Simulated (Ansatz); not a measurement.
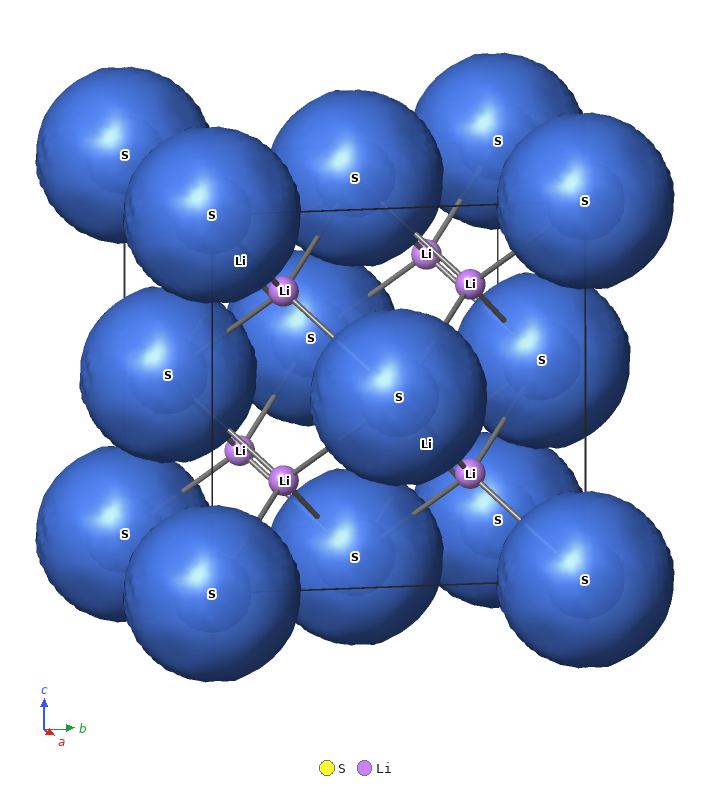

The picture shows: Li₂S. Isosurface of the electron localisation function at 0.75 (blue), seen slightly off an axis. Only the valence region is drawn (cores and ρ < 0.01 e/Å³ removed). Sticks mark near contacts.

Space group Fm-3m.

Theory: Ansatz, Kohn-Sham DFT of a periodic cell, PBEsol, Ansatz PAW.

Core electrons are frozen (PAW), and the valence fields are smoothed inside the atomic spheres.

```
S Li
1.0
     5.68900    0.00000    0.00000
     0.00000    5.68900    0.00000
     0.00000    0.00000    5.68900
S Li
4 8
Direct
  0.00000 0.00000 0.00000
  0.50000 0.50000 0.00000
  0.50000 0.00000 0.50000
  0.00000 0.50000 0.50000
  0.75000 0.25000 0.25000
  0.25000 0.75000 0.25000
  0.25000 0.25000 0.75000
  0.75000 0.75000 0.75000
  0.25000 0.25000 0.25000
  0.75000 0.75000 0.25000
  0.75000 0.25000 0.75000
  0.25000 0.75000 0.75000
```

**Describe the localisation domains.**

The surface consists of four regions wrapped around S (the valence shell of each), counted in one cell of 12 atoms. Any copies at cell faces, edges or corners count once. Profiles from the grid: Li–S (2.46 Å): the ELF peaks at about 0.85 in the valence shell of S, 0.9 Å from its nucleus, and falls to about 0.05 next to Li; a closed-shell, largely ionic contact.

**Does the calculation make it a metal, or give it a gap?**

It is gapped, with a Kohn–Sham gap of 3.2 eV on the k-point mesh, an upper bound to the gap of this method.
